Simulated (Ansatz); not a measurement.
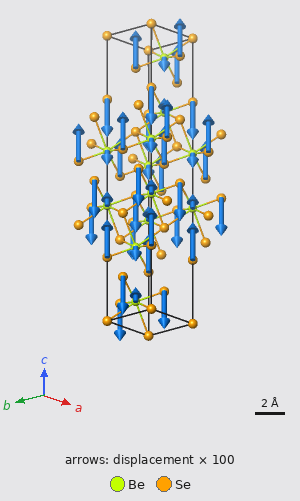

This is a relaxation of a crystal of Be2Se3 (built on the tetradymite_166 type). The starting structure is drawn; blue arrows show the displacements (the part carried along by the change of the cell is left out), magnified 100 times.

The picture is a ball-and-stick view of the conventional cell (3 times the calculation's cell), seen from a free direction. Lengths and directions refer to the drawn axes.

Case: tetradymite type (R-3m, No. 166).

Method: Ansatz 0.2.0, DFT PBE, scalar-relativistic, plane waves, PAW. (plane-wave cutoff 420 eV; k-point mesh 12 × 12 × 12; occupations gaussian; smearing width 0.1 eV; no spin polarisation; cell and atoms relaxed; force threshold 0.01 eV/Å; at most 80 steps)

Which element moves most?

Answer. Selenium: up to 0.032 Å, against 0.012 Å for beryllium.

Describe the change and its energy.

Answer. The energy falls by 0.9 meV per atom in 3 accepted moves (6 points after the start). The largest force component goes from 0.066 to 0.0024 eV/Å. Pressure: 0.41 GPa at the start and 0.01 GPa at the end. The line search rejected the trial steps at points 1, 4 of the run. At 1 point the geometry stayed and the basis and grid were re-selected for the new cell (energy shift of less than 0.05 meV per atom at most each time). The largest moves relative to the cell, 0.032 Å, are those of Se atoms. By element the largest moves are Se 0.032 Å, Be 0.012 Å. Cell: a = b 3.524 → 3.540 Å (+0.4 %), c 24.212 → 24.456 Å (+1.0 %). Volume +1.9 %. Some distances before and after: Be–Se 2.661 → 2.688 Å, Be–Se 2.241 → 2.235 Å. The space group stays R-3m (No. 166). Cost: 100 s on 1 thread of Intel(R) Xeon(R) 6975P-C (Granite Rapids), on a shared host, peak memory 0.69 GiB.
